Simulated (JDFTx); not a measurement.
## Run report: GaSb, single-point calculation

The run: single-point calculation of GaSb (2 atoms in the cell). Method and program: Kohn-Sham DFT of a periodic cell, PBEsol, PseudoDojo-SR-PBEsol-0.4.1-standard, no spin polarisation (JDFTx 1.7.0 (patched build)).

The structure derives from a Materials Project entry.

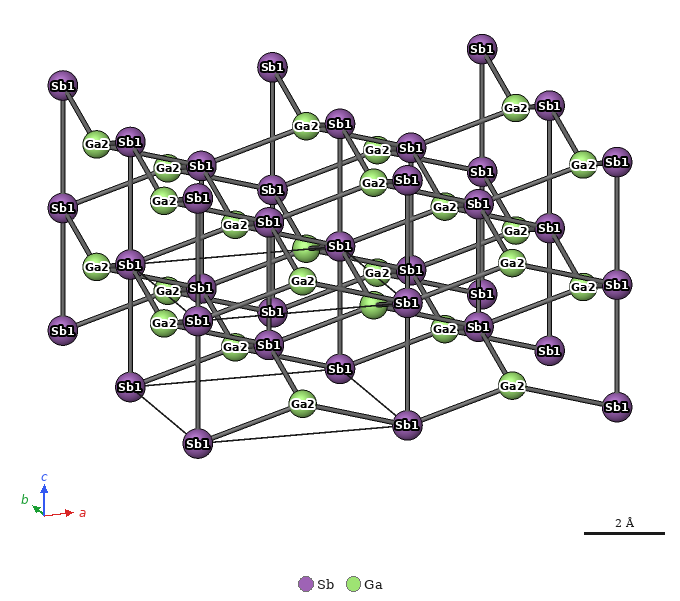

Figure 1. The input geometry (ball-and-stick view of the cell 2 times as large as that of the calculation, set on its symmetry axes, repeated 2 × 2 × 2, seen slightly off an axis; atoms are numbered from 1 in the order of the input). An atom can appear more than once, as a periodic image.

The input:
```
lattice \
   -5.2032361622     5.2032361622     5.2032361622 \
    5.2032361622    -5.2032361622     5.2032361622 \
    3.0060005745     3.0060005745    -3.0060005745
coords-type Lattice
ion Sb     0.0000000000     0.0000000000     0.0000000000 1
ion Ga     0.7500000000     0.2500000000     0.5000000000 1

ion-species pseudo/Sb.upf
ion-species pseudo/Ga.upf
elec-cutoff 40 320
elec-ex-corr gga-PBEsol
kpoint-folding 10 10 10
elec-smearing Fermi 0.0018374661
elec-n-bands 21
electronic-SCF nIterations 100 energyDiffThreshold 1e-09
electronic-minimize nIterations 30 energyDiffThreshold 1e-7
converge-empty-states yes
forces-output-coords Cartesian

dump-name run.$VAR
dump End Ecomponents EigStats BandEigs Kpoints Forces Stress
```

Run as:
```bash
jdftx -c 1 -i GaSb.in -o GaSb.out
```

The program's output:
```
*************** JDFTx 1.7.0 (patched build) ***************

Input parsed successfully to the following command list (including defaults):
[... the input with its defaults ...]

---------- Setting up symmetries ----------

Non-trivial transmission matrix:
[   1   0   0  ]
[   1   1   0  ]
[   0   0   1  ]
with reduced lattice vectors:
[      0.000000      5.203236      5.203236  ]
[      0.000000     -5.203236      5.203236  ]
[      6.012001      3.006001     -3.006001  ]

Found 16 point-group symmetries of the bravais lattice
Found 8 space-group symmetries with basis
Applied RMS atom displacement 0 bohrs to make symmetries exact.

---------- Initializing the Grid ----------
R =
[     -5.20324      5.20324      5.20324  ]
[      5.20324     -5.20324      5.20324  ]
[        3.006        3.006       -3.006  ]
unit cell volume = 325.534
G =
[ 1.04371e-17   0.603777    1.04511  ]
[   0.603777 1.04371e-17    1.04511  ]
[   0.603777   0.603777 -1.32439e-17  ]
Minimum fftbox size, Smin = [  68  68  68  ]
Chosen fftbox size, S = [  70  70  70  ]

---------- Initializing tighter grid for wavefunction operations ----------
R =
[     -5.20324      5.20324      5.20324  ]
[      5.20324     -5.20324      5.20324  ]
[        3.006        3.006       -3.006  ]
unit cell volume = 325.534
G =
[ 1.04371e-17   0.603777    1.04511  ]
[   0.603777 1.04371e-17    1.04511  ]
[   0.603777   0.603777 -1.32439e-17  ]
Minimum fftbox size, Smin = [  48  48  48  ]
Chosen fftbox size, S = [  48  48  48  ]

---------- Exchange Correlation functional ----------
Initalized PBEsol GGA exchange.
Initalized PBEsol GGA correlation.

---------- Setting up pseudopotentials ----------
Width of ionic core gaussian charges (only for fluid interactions / plotting) set to 0

Reading pseudopotential file 'pseudo/Sb.upf':
  'Sb' pseudopotential, 'PBESOL' functional
  Generated using ONCVPSP code by D. R. Hamann
  15 valence electrons, 3 orbitals, 6 projectors, 1001 radial grid points, with lMax = 2
    4D    l: 2   occupation: 10.0   eigenvalue: -1.229265
    5S    l: 0   occupation:  2.0   eigenvalue: -0.473197
    5P    l: 1   occupation:  3.0   eigenvalue: -0.178030
  Core radius for overlap checks: 2.05 bohrs.

Reading pseudopotential file 'pseudo/Ga.upf':
  'Ga' pseudopotential, 'PBESOL' functional
  Generated using ONCVPSP code by D. R. Hamann
  13 valence electrons, 3 orbitals, 6 projectors, 1001 radial grid points, with lMax = 2
    3D    l: 2   occupation: 10.0   eigenvalue: -0.704192
    4S    l: 0   occupation:  2.0   eigenvalue: -0.329374
    4P    l: 1   occupation:  1.0   eigenvalue: -0.094479
  Core radius for overlap checks: 1.84 bohrs.

Initialized 2 species with 2 total atoms.

Folded 1 k-points by 10x10x10 to 1000 k-points.

---------- Setting up k-points, bands, fillings ----------
Adding inversion symmetry to k-mesh for non-inversion-symmetric unit cell.
Reduced to 102 k-points under symmetry.
Computing the number of bands and number of electrons
Calculating initial fillings.
nElectrons:  28.000000   nBands: 21   nStates: 102

----- Setting up reduced wavefunction bases (one per k-point) -----
average nbasis = 3933.309 , ideal nbasis = 3933.509

---------- Setting up ewald sum ----------
Optimum gaussian width for ewald sums = 2.422037 bohr.
Real space sum over 1859 unit cells with max indices [  6  6  5  ]
Reciprocal space sum over 2197 terms with max indices [  6  6  6  ]

---------- Allocating electronic variables ----------
Initializing wave functions:  linear combination of atomic orbitals
Note: number of bands (21) exceeds available atomic orbitals (18)
Sb pseudo-atom occupations:   s ( 2 )  p ( 3 )  d ( 10 )
Ga pseudo-atom occupations:   s ( 2 )  p ( 1 )  d ( 10 )
	FillingsUpdate:  mu: +0.397235399  nElectrons: 28.000000
LCAOMinimize: Iter:   0  F: -147.4523949158340770  |grad|_K:  1.359e-04  alpha:  1.000e+00
	FillingsUpdate:  mu: +0.396796642  nElectrons: 28.000000
LCAOMinimize: Iter:   1  F: -147.4526065893655584  |grad|_K:  3.020e-05  alpha:  5.098e-01  linmin: -3.776e-04  cgtest: -6.762e-04
	FillingsUpdate:  mu: +0.396958359  nElectrons: 28.000000
LCAOMinimize: Iter:   2  F: -147.4526227870930768  |grad|_K:  9.008e-07  alpha:  7.899e-01  linmin:  5.330e-03  cgtest: -4.542e-02
	FillingsUpdate:  mu: +0.396960020  nElectrons: 28.000000
LCAOMinimize: Iter:   3  F: -147.4526228033199686  |grad|_K:  6.398e-08  alpha:  8.936e-01  linmin: -2.627e-05  cgtest:  5.888e-02
	FillingsUpdate:  mu: +0.396959655  nElectrons: 28.000000
LCAOMinimize: Iter:   4  F: -147.4526228033819848  |grad|_K:  2.279e-08  alpha:  6.692e-01  linmin: -4.653e-03  cgtest:  2.656e-02
LCAOMinimize: Converged (|Delta F|<1.000000e-06 for 2 iters).

-------- Electronic minimization -----------
Will mix electronic density at each iteration.
	FillingsUpdate:  mu: +0.396959655  nElectrons: 28.000000
	FillingsUpdate:  mu: +0.386308091  nElectrons: 28.000000
SCF: Cycle:  0   F: -147.489039844351595   dF: -3.642e-02   |Residual|: 2.032e-02   |deigs|: 2.009e-01
	FillingsUpdate:  mu: +0.385879330  nElectrons: 28.000000
SCF: Cycle:  1   F: -147.489443377706749   dF: -4.035e-04   |Residual|: 1.135e-02   |deigs|: 4.647e-03
	FillingsUpdate:  mu: +0.385671221  nElectrons: 28.000000
SCF: Cycle:  2   F: -147.489482467537499   dF: -3.909e-05   |Residual|: 2.527e-03   |deigs|: 2.017e-03
	FillingsUpdate:  mu: +0.385794345  nElectrons: 28.000000
SCF: Cycle:  3   F: -147.489486646191665   dF: -4.179e-06   |Residual|: 5.300e-04   |deigs|: 6.450e-04
	FillingsUpdate:  mu: +0.385798292  nElectrons: 28.000000
SCF: Cycle:  4   F: -147.489487316686308   dF: -6.705e-07   |Residual|: 1.816e-04   |deigs|: 7.112e-05
	FillingsUpdate:  mu: +0.385798808  nElectrons: 28.000000
SCF: Cycle:  5   F: -147.489487568490887   dF: -2.518e-07   |Residual|: 7.805e-05   |deigs|: 7.690e-05
	FillingsUpdate:  mu: +0.385804558  nElectrons: 28.000000
SCF: Cycle:  6   F: -147.489487630882508   dF: -6.239e-08   |Residual|: 2.249e-05   |deigs|: 3.802e-05
	FillingsUpdate:  mu: +0.385805067  nElectrons: 28.000000
SCF: Cycle:  7   F: -147.489487662323313   dF: -3.144e-08   |Residual|: 6.462e-06   |deigs|: 4.667e-05
	FillingsUpdate:  mu: +0.385805221  nElectrons: 28.000000
SCF: Cycle:  8   F: -147.489487668480848   dF: -6.158e-09   |Residual|: 4.012e-06   |deigs|: 1.916e-05
	FillingsUpdate:  mu: +0.385805165  nElectrons: 28.000000
SCF: Cycle:  9   F: -147.489487672594720   dF: -4.114e-09   |Residual|: 2.265e-06   |deigs|: 2.906e-05
	FillingsUpdate:  mu: +0.385805150  nElectrons: 28.000000
SCF: Cycle: 10   F: -147.489487673452231   dF: -8.575e-10   |Residual|: 6.825e-07   |deigs|: 1.542e-05
	FillingsUpdate:  mu: +0.385805122  nElectrons: 28.000000
SCF: Cycle: 11   F: -147.489487673979113   dF: -5.269e-10   |Residual|: 5.123e-07   |deigs|: 1.700e-05
SCF: Converged (|Delta E|<1.000000e-09 for 2 iters).

Setting wave functions to eigenvectors of Hamiltonian
Converging empty states (this may take a while): |deigs|: 1.104e-04

# Stress tensor in Cartesian coordinates [Eh/a0^3]:
[  8.98197e-05            0            0  ]
[            0  8.98197e-05            0  ]
[            0            0  0.000114596  ]

# Ionic positions in lattice coordinates:
ion Sb   0.000000000000000   0.000000000000000   0.000000000000000 1
ion Ga   0.750000000000000   0.250000000000000   0.500000000000000 1

# Forces in Cartesian coordinates:
force Sb  -0.000000000000000   0.000000000000000   0.000000000000000 1
force Ga  -0.000000000000000   0.000000000000000   0.000000000000000 1

# Energy components:
   Eewald =     -102.8285553579937357
       EH =       41.6659829659567862
     Eloc =     -121.3062333065104497
      Enl =      -57.2526080988910593
      Exc =      -43.1953794064943679
 Exc_core =       19.6433500840385271
       KE =      115.7841314351318687
-------------------------------------
     Etot =     -147.4893116847624128
       TS =        0.0001759892166899
-------------------------------------
        F =     -147.4894876739791130

IonicMinimize: Iter:   0  F: -147.489487673979113  |grad|_K:  3.432e-37
IonicMinimize: Converged (|grad|_K<1.000000e-04).

#--- Lowdin population analysis ---
# oxidation-state Sb +0.309
# oxidation-state Ga -0.263

Dumping 'run.eigStats' ...
	eMin: -0.678642 at state 0 ( [ +0.000000 +0.000000 +0.000000 ] spin 0 )
	HOMO: +0.385673 at state 34 ( [ +0.100000 +0.100000 +0.400000 ] spin 0 )
	mu  : +0.385805
	LUMO: +0.385964 at state 15 ( [ +0.000000 +0.200000 +0.400000 ] spin 0 )
	eMax: +0.900082 at state 101 ( [ +0.500000 +0.500000 +0.500000 ] spin 0 )
	HOMO-LUMO gap: +0.000291
	Optical gap  : +0.002977 at state 34 ( [ +0.100000 +0.100000 +0.400000 ] spin 0 )
Done!
```

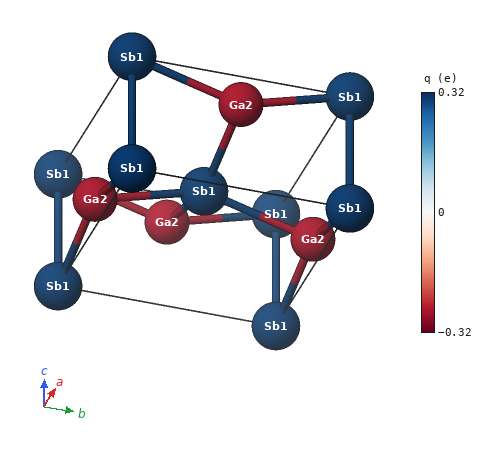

Figure 2. Löwdin charges, as the colour of each atom (ball-and-stick view of the cell 2 times as large as that of the calculation, set on its symmetry axes, seen at an oblique angle; atoms are numbered from 1 in the order of the input). By element: Sb +0.31 and Ga −0.26 e.

Key numbers:

```csv
quantity,value
outcome,converged
space group (tolerance 0.01 Å),I-4m2 (119)
electrons treated,28
free energy,−4013.3934 eV
Fermi energy,10.498 eV
gap on the k-point mesh,none (metallic)
pressure,−2.89 GPa
largest force (length of the vector),under 0.001 eV/Å
hardware,"1 thread of Intel Xeon (Granite Rapids), 32 GiB of memory available, shared host"
wall time,3.6 min
peak memory,0.41 GiB
```
